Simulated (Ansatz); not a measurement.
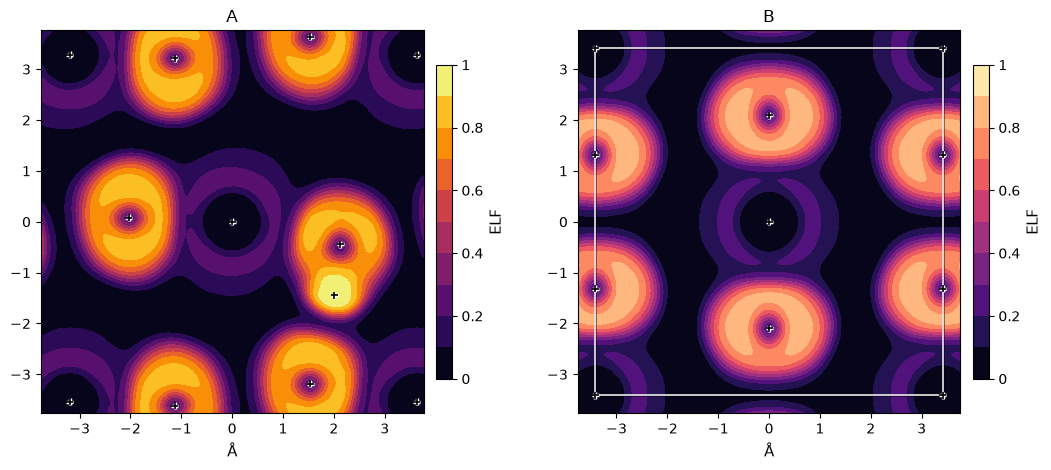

The ELF of 2 systems, each on a plane through atoms (crosses mark nuclei in the plane).

Level of theory: Ansatz 0.2.0, DFT PBE, scalar-relativistic, plane waves, PAW.

System 1: Sn₈HO₁₆ (cell charge −1, with a compensating background) (cell with a defect), the (001) plane of the calculation cell. 

System 2: SnO₂, the (001) plane of the calculation cell. Space group P4₂/mnm; a structure from a database of computed crystals, not necessarily the ambient phase.

```
Sn O
1.0
     4.82719   -4.82719    0.00000
    -4.82719   -4.82719    0.00000
     0.00000    4.82719   -6.47630
Sn O
8 16
Direct
  0.62500 0.12500 0.25000
  0.37500 0.87500 0.75000
  0.12500 0.62500 0.25000
  0.87500 0.37500 0.75000
  0.25000 0.25000 0.50000
  0.00000 0.00000 0.00000
  0.75000 0.75000 0.50000
  0.50000 0.50000 0.00000
  0.31842 0.12500 0.25000
  0.06842 0.87500 0.75000
  0.81842 0.62500 0.25000
  0.56842 0.37500 0.75000
  0.93158 0.12500 0.25000
  0.68158 0.87500 0.75000
  0.43158 0.62500 0.25000
  0.18158 0.37500 0.75000
  0.75000 0.44342 0.50000
  0.50000 0.19342 0.00000
  0.25000 0.94342 0.50000
  0.00000 0.69342 0.00000
  0.75000 0.05658 0.50000
  0.50000 0.80658 0.00000
  0.25000 0.55658 0.50000
  0.00000 0.30658 0.00000
```

### Match each panel to its system.

Panel A is system 1, Sn₈HO₁₆: the plane holds Sn, O and H. O–H (1.01 Å): the ELF climbs to about 0.95 towards the hydrogen, as it does in any bond to H (an ordinary covalent bond to hydrogen). Panel B is system 2, SnO₂: the plane holds Sn and O. Sn–O (2.09 Å): the ELF peaks at about 0.80 in the valence shell of O, 0.6 Å from its nucleus, and is about 0.25 at the midpoint; no shared electron pair shows on this line.
